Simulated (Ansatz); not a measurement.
**Geometry relaxation of Ir₄O (part 3 of 3)**

Ir₄O (slab, 5 atoms in the cell); DFT r2SCAN, scalar-relativistic, plane waves, PAW, no spin polarisation (Ansatz 0.2.0); cutoff 500 eV, 11×11×1 k-mesh, Gaussian smearing of 0.1 eV. The structure derives from an entry of the Crystallography Open Database. The input holds or restrains some coordinates. Forces given for the steps count only the free coordinates. It belongs to a series of runs on one base structure; here: O put over an Ir atom of a lower plane.

Geometry of the input (Å; fractional positions):
```
2.7183  0.0000  0.0000
0.0000  2.7183  0.0000
0.0000  0.0000  24.7663
Ir 0.5000  0.5000  0.3432
Ir 0.0000  0.0000  0.4208
Ir 0.5000  0.5000  0.4989
Ir 0.0000  0.0000  0.5726
O  0.5000  0.5000  0.6041
```

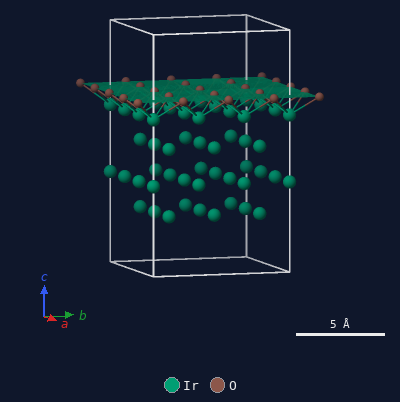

*The geometry at step 4 of the log (polyhedral view of the 3 × 3 repeat of the cell, with the vacuum cut short, seen slightly off an axis; polyhedra are completed across the faces of the cell).*

```
WARN: The output density's exchange-correlation potential varies sharply where the density is thin. Do not read a vacuum level from v_tot or v_xc, or from such a field of the output density. On a cell that repeats whose density bears no net charge and no dipole along the vacuum's axis use v_es (v_loc + v_h of the components); under efield.dipole_correction with no amplitude use v_es + v_field, which holds any external_charges[].barrier, or the levels of the report's work_function block, which leave it out; under a non-zero efield.amplitude the vacuum is tilted and has no level; on a cell that repeats and bears such a dipole with no correction it is tilted too, and efield.dipole_correction with no amplitude gives each side of its ramp a level where efield: is served; in a cell that repeats whose density bears a net charge (total_charge, or a fill off its count) it is curved and has none; of a slab under crystal.periodic whose density bears no net charge use v_es, which has a level on each side, short of where the two are joined; of another it falls or rises all the way out and has none; of a slab beside external_charges read slab_vacuum_level instead, which it has where they leave it neutral. The grid or the basis barely resolves most such structure, and the values can differ between equally converged runs; as a rule a tighter scf.convergence.dr2_threshold does not remove it. Where the density itself ripples (under the LDA too) a higher basis.ecutwfc lessens it. The files hold the spikes' plane waves up to the density's cutoff. Files: v_tot_of_output_density and the like, and their columns of v_z.tsv (output.write_potential); v_xc_of_output_density and the like, and their columns of v_comp_z.tsv (output.write_potential_components). Measured: with its Gaussian average of σ = 0.25 Å subtracted twice, the exchange-correlation potential is over 0.1 eV at 6586 of the grid points where the equally averaged density (valence and model cores) is under 1e-3 e/Å³, and 0.569 eV at the most among them, at an averaged density of 5.1e-9 e/Å³. The input density's (outcome.potential() and, of a run that writes arrays, v_tot and v_xc) is over 0.1 eV, so measured, at 129 points of its own thin density, 0.485 eV at the most. See output.write_potential in the manual, Limitations
SCF converged after 2 iterations
Free energy (F): -48358.499004 eV
Harris-Foulkes:  -48358.499004 eV  (|F-HF|=1.08e-8)
Internal energy: -48358.484841 eV  (E = F + TS)
E sigma→0 (E₀):  -48358.491923 eV
Entropy (-TS):   -0.014163 eV (-2.833 meV/atom)
Fermi energy:    4.081136 eV
Dipole field:    D = -0.052600 V/Å  (p = -0.053195 e·Å, saw-weighted, corrected)
Work function:   Φ+ = 6.9806 eV   Φ− = 5.6779 eV
Levels:          The Fermi level and band energies are counted from a zero that moves with the ramp; work functions are not
--- Per-component energies (eV) ---
  E_band       = -1884.816840
  E_kinetic    = 2661.231600
  E_local      = -128634.228682  (includes V_loc(G=0)·N_el)
  E_nonlocal   = 344.909405
  E_hartree    = 63040.066305
  E_xc         = -1089.762881
  E_vxc        = -1432.164203  (∫ρ·V_xc dr)
  E_paw        = -37157.561416  (= ΣΔE_a)
  E_vpaw       = -994.086238  (= ΣTr[D̂ρ^β])
  E_aug_tail   = 0.000974  (compensation charges beyond the density's cutoff)
  E_vtau       = 89.460700  (kinetic-family band-sum trace: ∫τ·v_τ [+ j·A + Jᵃ·Aᵃ] dr)
  E_efield     = 0.001399  (sawtooth field / dipole correction)
  E_vefield    = -0.070485  (∫n·V_field dr)
  E_ewald      = 52478.157969
  E_core_change = -1.299515  (= ΣΔE_core)
  E_smearing   = -0.014163  (= −TS)
  E_closure    = -0.000000  (closes the sum)
  Σ components = -48358.499004   (vs F -48358.499004, Δ=0.00e0)
--- Forces (eV/Å), atoms counted from 1 ---
  atom   1  Ir     0.00000000     0.00000000     1.34583023
  atom   2  Ir     0.00000000     0.00000000    -1.34523853
  atom   3  Ir     0.00000000     0.00000000    -0.00186498
  atom   4  Ir    -0.00000000     0.00000000    -0.00354723
  atom   5  O     -0.00000000     0.00000000     0.00478179
  max |Σ_I F_I| component: 3.87e-5 eV/Å
--- Band table (eV; the first three rows and the last of 21) ---
  k-point 0: bands = ["-91.3079", "-90.9009", "-90.7965", "-90.0043", "-47.5780", "-47.4271", "-47.4271", "-47.2439", "-46.9518", "-46.9518", "-46.9378", "-46.7945", "-46.7945", "-46.1429", "-46.0709", "-46.0709", "-16.5275", "-6.5072", "-4.5404", "-3.9970", "-3.3451", "-3.0732", "-2.4111", "-1.1461", "-0.4038", "-0.4038", "-0.1505", "0.8532", "0.8532", "1.0474", "1.7903", "2.3261", "2.3261", "2.3508", "2.7650", "3.1618", "3.4648", "4.2625", "4.2625", "4.2730", "5.0169", "5.1165", "5.4878", "5.4878", "9.7580"]
  k-point 1: bands = ["-91.3058", "-90.8987", "-90.7948", "-90.0024", "-47.5735", "-47.4643", "-47.4228", "-47.2436", "-47.0009", "-46.9471", "-46.9224", "-46.8273", "-46.7938", "-46.1401", "-46.1044", "-46.0686", "-16.4648", "-6.2886", "-4.3834", "-3.8272", "-3.1853", "-2.8876", "-2.2788", "-1.1191", "-0.5603", "-0.3642", "0.0390", "0.4762", "0.7730", "1.0925", "1.4532", "2.0001", "2.3307", "2.7810", "2.9148", "3.0901", "3.4769", "3.5836", "3.7192", "4.7059", "4.8668", "4.8917", "5.4680", "6.5450", "9.9672"]
  k-point 2: bands = ["-91.3002", "-90.8928", "-90.7905", "-89.9973", "-47.6040", "-47.5175", "-47.4114", "-47.2565", "-47.0832", "-46.9404", "-46.9344", "-46.8932", "-46.7922", "-46.1953", "-46.1315", "-46.0624", "-16.2957", "-5.7056", "-4.0964", "-3.4797", "-2.6812", "-2.5782", "-1.7730", "-1.0246", "-0.5962", "-0.3499", "0.1431", "0.3756", "0.4600", "0.6217", "1.4935", "1.5684", "2.2689", "2.5439", "2.7987", "2.8640", "2.9069", "3.4415", "3.8429", "4.4636", "5.1753", "5.2459", "5.2871", "7.9946", "10.5041"]
  k-point 20: bands = ["-91.2584", "-90.8497", "-90.7528", "-89.9569", "-47.8312", "-47.8302", "-47.3829", "-47.3633", "-47.3214", "-47.1612", "-47.1482", "-47.1152", "-46.9879", "-46.4455", "-46.4450", "-46.1012", "-15.4587", "-3.7238", "-3.5603", "-3.4859", "-3.3026", "-2.7011", "-2.3808", "-2.2640", "-1.7108", "-0.7383", "-0.6623", "1.6107", "1.7776", "2.5355", "2.5375", "3.8648", "4.1251", "4.6401", "4.7732", "4.9158", "4.9532", "5.3776", "5.5132", "6.1196", "8.0567", "9.1481", "10.9482", "12.0653", "12.3108"]
--- Relaxed structure (6 steps of the walk, 6 accepted, 0 SCFs on fresh bases) ---
  F+E_penalty+E_count = -48358.49900408 eV   max|allowed force component| = 4.791e-3 eV/Å
  atoms:
    - { symbol: Ir, position: [0.5, 0.5, 0.3432076991] }
    - { symbol: Ir, position: [0.0, 0.0, 0.4208176488] }
    - { symbol: Ir, position: [0.5, 0.5, 0.49945327155800057] }
    - { symbol: Ir, position: [-3.98537056638065e-35, 0.0, 0.5755791219055713] }
    - { symbol: O, position: [0.5, 0.5, 0.6215328857322329] }
```

Trajectory as extended XYZ (Å, eV, eV/Å), 6 frames, from step=1 to step=6
```
5
Lattice="2.7183 0.0000 0.0000 0.0000 2.7183 0.0000 0.0000 0.0000 24.7663" Properties=species:S:1:pos:R:3:forces:R:3 step=1 energy=-48357.57169
Ir    1.3591    1.3591    8.5000    0.0000   0.0000   1.3024
Ir    0.0000    0.0000   10.4221    0.0000   0.0000  -1.3828
Ir    1.3591    1.3591   12.3569    0.0000   0.0000  -2.4859
Ir    0.0000    0.0000   14.1807    0.0000   0.0000  -1.5512
O     1.3591    1.3591   14.9607    0.0000   0.0000   4.1180
5
Lattice="2.7183 0.0000 0.0000 0.0000 2.7183 0.0000 0.0000 0.0000 24.7663" Properties=species:S:1:pos:R:3:forces:R:3 step=2 energy=-48358.23640
Ir    1.3591    1.3591    8.5000    0.0000   0.0000   1.0141
Ir    0.0000    0.0000   10.4221    0.0000   0.0000  -2.3184
Ir    1.3591    1.3591   12.2369    0.0000   0.0000   1.1072
Ir    0.0000    0.0000   14.1976    0.0000   0.0000  -1.7922
O     1.3591    1.3591   15.1552    0.0000   0.0000   1.9889
5
Lattice="2.7183 0.0000 0.0000 0.0000 2.7183 0.0000 0.0000 0.0000 24.7663" Properties=species:S:1:pos:R:3:forces:R:3 step=3 energy=-48358.46490
Ir    1.3591    1.3591    8.5000    0.0000   0.0000   1.1712
Ir    0.0000    0.0000   10.4221    0.0000   0.0000  -1.8991
Ir    1.3591    1.3591   12.2930    0.0000   0.0000   1.0270
Ir    0.0000    0.0000   14.2275    0.0000   0.0000  -0.2706
O     1.3591    1.3591   15.3552    0.0000   0.0000  -0.0320
5
Lattice="2.7183 0.0000 0.0000 0.0000 2.7183 0.0000 0.0000 0.0000 24.7663" Properties=species:S:1:pos:R:3:forces:R:3 step=4 energy=-48358.49735
Ir    1.3591    1.3591    8.5000    0.0000   0.0000   1.3432
Ir    0.0000    0.0000   10.4221    0.0000   0.0000  -1.3075
Ir    1.3591    1.3591   12.3683    0.0000   0.0000   0.1580
Ir    0.0000    0.0000   14.2706    0.0000   0.0000  -0.1497
O     1.3591    1.3591   15.4088    0.0000   0.0000  -0.0457
5
Lattice="2.7183 0.0000 0.0000 0.0000 2.7183 0.0000 0.0000 0.0000 24.7663" Properties=species:S:1:pos:R:3:forces:R:3 step=5 energy=-48358.49861
Ir    1.3591    1.3591    8.5000    0.0000   0.0000   1.3435
Ir    0.0000    0.0000   10.4221    0.0000   0.0000  -1.3779
Ir    1.3591    1.3591   12.3685    0.0000   0.0000  -0.0548
Ir    0.0000    0.0000   14.2461    0.0000   0.0000   0.1097
O     1.3591    1.3591   15.3879    0.0000   0.0000  -0.0200
5
Lattice="2.7183 0.0000 0.0000 0.0000 2.7183 0.0000 0.0000 0.0000 24.7663" Properties=species:S:1:pos:R:3:forces:R:3 step=6 energy=-48358.49900
Ir    1.3591    1.3591    8.5000    0.0000   0.0000   1.3459
Ir    0.0000    0.0000   10.4221    0.0000   0.0000  -1.3453
Ir    1.3591    1.3591   12.3696    0.0000   0.0000  -0.0020
Ir    0.0000    0.0000   14.2550    0.0000   0.0000  -0.0036
O     1.3591    1.3591   15.3931    0.0000   0.0000   0.0048
```

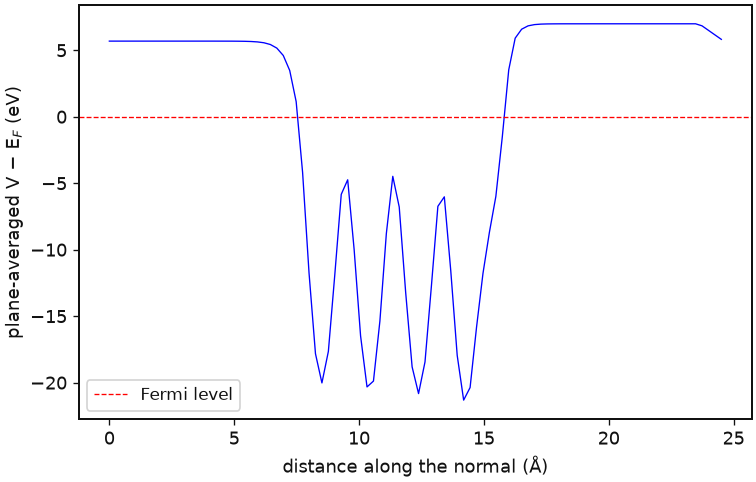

*Plane average of the electrostatic potential energy of an electron across the cell, from the Fermi level.*

The vacuum level lies 6.98 eV above the Fermi level on the upper side and 5.68 eV on the lower.

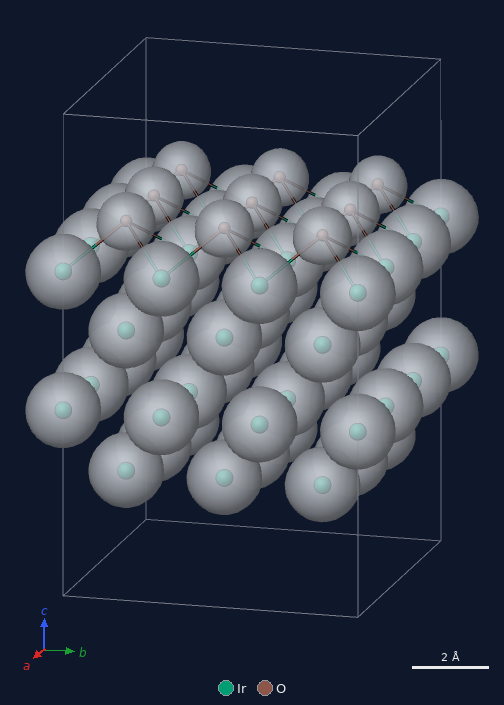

*Isosurface of the valence charge density (pseudo) at 0.8 e/Å³ (grey), seen slightly off an axis. Sticks mark near contacts.*

At this value the density breaks into separate islands; it holds about 75 % of the electrons treated as valence (semicore included). It is pinched off along the Ir–O (2.23 Å) contacts. On the grid the lowest density along these lines, outside the cores, is 0.55 e/Å³ (Ir–O, 2.23 Å). The fields are those of the smooth PAW valence density.

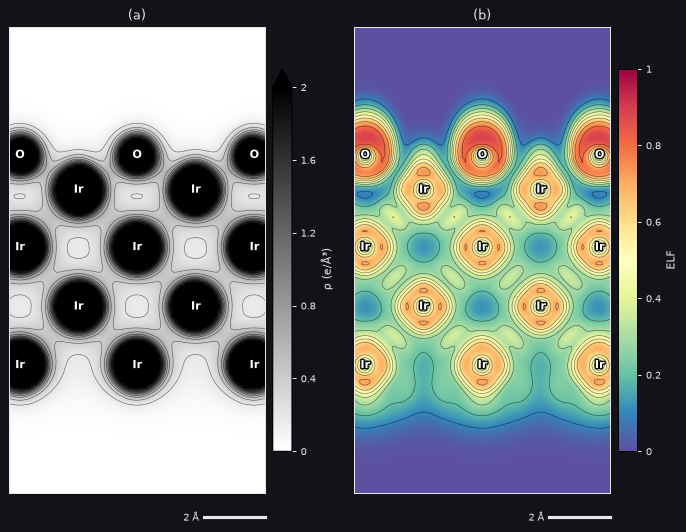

*(a) valence charge density (pseudo); (b) ELF on the (110) plane of the calculation cell, a cut from vacuum to vacuum.*

Atoms in the plane: Ir and O. Ir–O (2.23 Å): the density is about 0.58 e/Å³ at the midpoint; the ELF peaks at about 0.80 in the valence shell of O, 0.6 Å from its nucleus, and drops to about 0.20 between the two atoms; no shared pair; the contact is polar. The density dies away to nearly zero in the vacuum. The strong features right at Ir lie inside the PAW spheres (semicore, d or f shells) and say nothing about bonding.

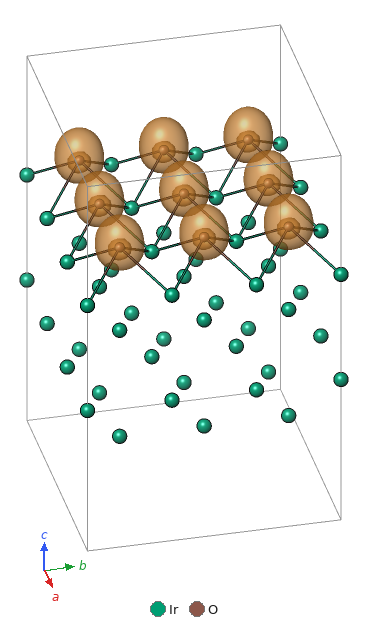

*Isosurface of the electron localisation function at 0.7 (orange), seen at an oblique angle. Core shells and regions of very low density are left out. Sticks mark near contacts.*

Along the contacts the grid gives the following. Ir–O (2.23 Å): the ELF peaks at about 0.80 in the valence shell of O, 0.6 Å from its nucleus, and drops to about 0.20 between the two atoms; a polar contact without a shared pair, in a metal.
